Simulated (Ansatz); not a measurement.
**What a change does: single-point calculation on SrTiO₃**

System: SrTiO₃ (Pm-3m, 5 atoms in the cell).
Method of run 1: DFT PBE, scalar-relativistic, plane waves, PAW, no spin polarisation (Ansatz 0.2.0).

The structure derives from an entry of the Crystallography Open Database. Text and figures count atoms from 1; the logs count them from 0 in places.

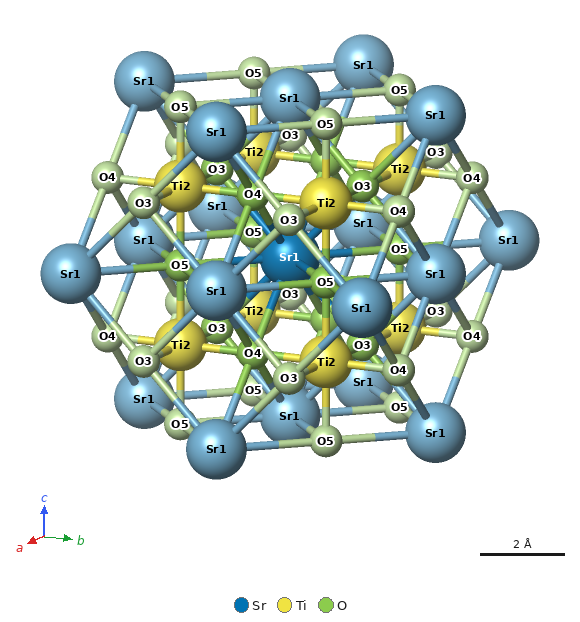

The structure as given in the input (ball-and-stick view of the cell of the calculation, seen at an oblique angle; neighbours outside the cell are drawn fainter; atoms are numbered from 1 in the order of the input).

**Input file, run 1**
```yaml
crystal:
  lattice:
    - [3.90528, 0.0, 0.0]
    - [0.0, 3.90528, 0.0]
    - [0.0, 0.0, 3.90528]
  atoms:
    - { symbol: Sr, position: [0.5, 0.5, 0.5] }
    - { symbol: Ti, position: [0.0, 0.0, 0.0] }
    - { symbol: O, position: [0.5, 0.0, 0.0] }
    - { symbol: O, position: [0.0, 0.5, 0.0] }
    - { symbol: O, position: [0.0, 0.0, 0.5] }
basis:
  ecutwfc: 420
kpoints:
  mp_grid: { grid: [8, 8, 8] }
hamiltonian:
  xc: pbe
scf:
  occupations: { method: gaussian, width: 0.02 }
output:
  forces: true
  stress: true
  eigenvalues: true
  populations: true
```

Command:
```bash
ansatz run input.yaml --threads 2 --pin off --max-ram 5120MiB --backend cpu --events-out ev --progress --plain --runs-dir out
```

Hardware: 2 threads of INTEL XEON PLATINUM @ 2.10GHz (Emerald Rapids), 24 GiB of memory available, shared host.

**Output, shortened to warnings, some set-up lines, iterations and results (run 1)**
```
Basis set: ecut = 420 eV, 1189 PW (Γ), exchange–correlation on 54×54×54 points (8 copies of the dense FFT grid, shifted against one another)
Symmetry: 48 space group operations
k-points: 35 of 512
Initial density: superposition of atomic densities (neutral atoms: chi_scale 0, normalization atom), corrected by the library's trained network
[...]
SCF iter   1: F=—  HF=-7754.465438 eV  |F-HF|=—  |Δ(HF+E_count)|=         —  Δρ=2.05e-3  dr2=1.47e-3  ethr=1.77e-3  ⟨swp⟩=7.6  Hψ=4732  notcnv=0
SCF iter   2: F=—  HF=-7754.467773 eV  |F-HF|=—  |Δ(HF+E_count)|=   2.33e-3  Δρ=9.63e-4  dr2=2.30e-4  ethr=3.67e-6  ⟨swp⟩=3.2  Hψ=1908  notcnv=0  defer=17
SCF iter   3: F=—  HF=-7754.467900 eV  |F-HF|=—  |Δ(HF+E_count)|=   1.27e-4  Δρ=2.13e-4  dr2=1.93e-5  ethr=5.76e-7  ⟨swp⟩=2.3  Hψ=1136  notcnv=0  defer=20
SCF iter   4: F=—  HF=-7754.468535 eV  |F-HF|=—  |Δ(HF+E_count)|=   6.35e-4  Δρ=4.04e-5  dr2=1.21e-6  ethr=4.81e-8  ⟨swp⟩=2.0  Hψ=1481  notcnv=0  defer=20
SCF iter   5: F=—  HF=-7754.468534 eV  |F-HF|=—  |Δ(HF+E_count)|=   9.47e-8  Δρ=1.67e-5  dr2=3.20e-7  ethr=3.03e-9  ⟨swp⟩=2.1  Hψ=1251  notcnv=0  defer=20
SCF iter   6: F=-7754.468534 eV  HF=-7754.468534 eV  |F-HF|=1.79e-8  |Δ(HF+E_count)|=   5.95e-8  Δρ=4.69e-6  dr2=2.54e-8  ethr=2.50e-10  ⟨swp⟩=8.6  Hψ=3954  notcnv=0
SCF 1 converged in 6 iterations: F = -7754.468534 eV  dr2 = 2.54e-8
SCF converged after 6 iterations
Free energy (F): -7754.468534 eV
Harris-Foulkes:  -7754.468534 eV  (|F-HF|=1.79e-8)
Internal energy: -7754.468534 eV  (E = F + TS)
E sigma→0 (E₀):  -7754.468534 eV
Fermi energy:    10.934440 eV
--- Per-component energies (eV) ---
  E_band       = -204.881784
  E_kinetic    = 1048.530873
  E_local      = -2384.453957  (includes V_loc(G=0)·N_el)
  E_nonlocal   = 348.031890
  E_hartree    = 834.939441
  E_xc         = -496.675909
  E_vxc        = -572.532421  (∫ρ·V_xc dr)
  E_paw        = -4213.753504  (= ΣΔE_a)
  E_vpaw       = -314.341531  (= ΣTr[D̂ρ^β])
  E_aug_tail   = 0.007572  (compensation charges beyond the density's cutoff)
  E_ewald      = -2891.094941
  E_smearing   = -0.000000  (= −TS)
  E_closure    = -0.000000  (closes the sum)
  Σ components = -7754.468534   (vs F -7754.468534, Δ=0.00e0)
--- Forces (eV/Å), atoms counted from 1 ---
  atom   1  Sr     0.00000000    -0.00000000    -0.00000000
  atom   2  Ti    -0.00000000     0.00000000    -0.00000000
  atom   3  O      0.00000000    -0.00000000     0.00000000
  atom   4  O      0.00000000    -0.00000000     0.00000000
  atom   5  O      0.00000000    -0.00000000    -0.00000000
  max |Σ_I F_I| component: 2.42e-29 eV/Å
--- Stress (GPa, compression-positive) ---
        4.284000       0.000000      -0.000000
        0.000000       4.284000       0.000000
        0.000000       0.000000       4.284000
  P = ⅓ Tr σ = 4.2840 GPa (42.840 kbar)
--- Löwdin populations: 5 sites ---
  site symbol       q [e]
     0     Sr      8.2686
     1     Ti     10.8063
     2      O      6.8708
     3      O      6.8708
     4      O      6.8708
  spilling = 0.007817 (of n_electrons = 40.000000)
```

For run 2 the input was changed thus:
```diff
+  mixing: { algorithm: anderson, beta: 0.95, ndim: 1, preconditioner: none }
+  max_iter: 60
-  populations: true
```

What does this change do to the results?

Both reach the same energy, so the change doesn't alter the result. The SCF takes 49 iterations against 6.

**Output, shortened to warnings, some set-up lines, iterations and results (run 2)**
```
Basis set: ecut = 420 eV, 1189 PW (Γ), exchange–correlation on 54×54×54 points (8 copies of the dense FFT grid, shifted against one another)
Symmetry: 48 space group operations
k-points: 35 of 512
Initial density: superposition of atomic densities (neutral atoms: chi_scale 0, normalization atom), corrected by the library's trained network
[...]
SCF iter   1: F=—  HF=-7754.465438 eV  |F-HF|=—  |Δ(HF+E_count)|=         —  Δρ=2.05e-3  dr2=1.47e-3  ethr=1.77e-3  ⟨swp⟩=7.6  Hψ=4732  notcnv=0
SCF iter   2: F=—  HF=-7754.470456 eV  |F-HF|=—  |Δ(HF+E_count)|=   5.02e-3  Δρ=3.89e-3  dr2=1.18e-2  ethr=3.67e-6  ⟨swp⟩=3.0  Hψ=2228  notcnv=0  defer=35
SCF iter   3: F=—  HF=-7754.497012 eV  |F-HF|=—  |Δ(HF+E_count)|=   2.66e-2  Δρ=1.49e-2  dr2=1.56e-1  ethr=3.67e-6  ⟨swp⟩=3.1  Hψ=2188  notcnv=0  defer=35
SCF iter   4: F=—  HF=-7754.849400 eV  |F-HF|=—  |Δ(HF+E_count)|=   3.52e-1  Δρ=5.15e-2  dr2=1.72e0  ethr=3.67e-6  ⟨swp⟩=4.3  Hψ=3139  notcnv=0  defer=35
SCF iter   5: F=—  HF=-7760.707414 eV  |F-HF|=—  |Δ(HF+E_count)|=    5.86e0  Δρ=3.21e-1  dr2=7.45e1  ethr=3.67e-6  ⟨swp⟩=5.1  Hψ=4001  notcnv=0  defer=35
[... 40 lines ...]
SCF iter  46: F=—  HF=-7754.469041 eV  |F-HF|=—  |Δ(HF+E_count)|=   3.16e-3  Δρ=1.30e-3  dr2=1.39e-3  ethr=2.50e-6  ⟨swp⟩=12.0  Hψ=10383  notcnv=0
SCF iter  47: F=—  HF=-7754.468600 eV  |F-HF|=—  |Δ(HF+E_count)|=   4.41e-4  Δρ=7.74e-4  dr2=2.95e-4  ethr=2.50e-6  ⟨swp⟩=9.7  Hψ=8137  notcnv=0
SCF iter  48: F=—  HF=-7754.468536 eV  |F-HF|=—  |Δ(HF+E_count)|=   6.38e-5  Δρ=9.58e-5  dr2=5.02e-6  ethr=7.37e-7  ⟨swp⟩=8.2  Hψ=6419  notcnv=0
SCF iter  49: F=-7754.468534 eV  HF=-7754.468534 eV  |F-HF|=3.46e-8  |Δ(HF+E_count)|=   1.80e-6  Δρ=6.83e-6  dr2=3.62e-8  ethr=2.50e-10  ⟨swp⟩=15.9  Hψ=8962  notcnv=0
SCF 1 converged in 49 iterations: F = -7754.468534 eV  dr2 = 3.62e-8
SCF converged after 49 iterations
Free energy (F): -7754.468534 eV
Harris-Foulkes:  -7754.468534 eV  (|F-HF|=3.46e-8)
Internal energy: -7754.468534 eV  (E = F + TS)
E sigma→0 (E₀):  -7754.468534 eV
Fermi energy:    10.934368 eV
--- Per-component energies (eV) ---
  E_band       = -204.884912
  E_kinetic    = 1048.532020
  E_local      = -2384.458701  (includes V_loc(G=0)·N_el)
  E_nonlocal   = 348.033137
  E_hartree    = 834.942492
  E_xc         = -496.675946
  E_vxc        = -572.532441  (∫ρ·V_xc dr)
  E_paw        = -4213.754169  (= ΣΔE_a)
  E_vpaw       = -314.342426  (= ΣTr[D̂ρ^β])
  E_aug_tail   = 0.007572  (compensation charges beyond the density's cutoff)
  E_ewald      = -2891.094941
  E_smearing   = -0.000000  (= −TS)
  E_closure    = -0.000000  (closes the sum)
  Σ components = -7754.468534   (vs F -7754.468534, Δ=0.00e0)
--- Forces (eV/Å), atoms counted from 1 ---
  atom   1  Sr    -0.00000000    -0.00000000     0.00000000
  atom   2  Ti     0.00000000     0.00000000    -0.00000000
  atom   3  O      0.00000000     0.00000000    -0.00000000
  atom   4  O     -0.00000000     0.00000000    -0.00000000
  atom   5  O     -0.00000000    -0.00000000    -0.00000000
  max |Σ_I F_I| component: 1.47e-29 eV/Å
--- Stress (GPa, compression-positive) ---
        4.283748      -0.000000       0.000000
       -0.000000       4.283748       0.000000
        0.000000       0.000000       4.283748
  P = ⅓ Tr σ = 4.2837 GPa (42.837 kbar)
```

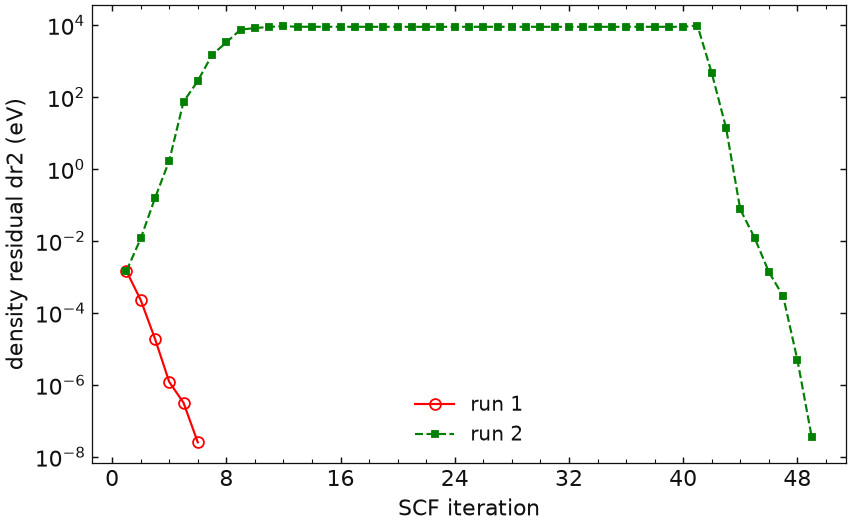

Convergence of the two runs: density residual dr2 against the SCF iteration. Run 1 takes 6 iterations in all, and run 2 takes 49.

**The two runs side by side**

| quantity | run 1 | run 2 |
| --- | --- | --- |
| outcome | converged | converged |
| free energy per atom (eV) | −1550.8937 | −1550.8937 |
| gap on the mesh (eV) | 1.89 | 1.89 |
| pressure (GPa) | 4.28 | 4.28 |
| largest force (eV/Å) | 0.000 | 0.000 |
| SCF iterations | 6 | 49 |
| irreducible k-points | 35 | 35 |
| plane waves at Γ | 1189 | 1189 |
| wall time (shared host) | 1.1 s | 44 s |

For run 2: This input holds a deliberate fault: mixing far too strong (`scf.mixing`). It did no harm here: the run converged to the energy of the sound run within 1 meV per atom.
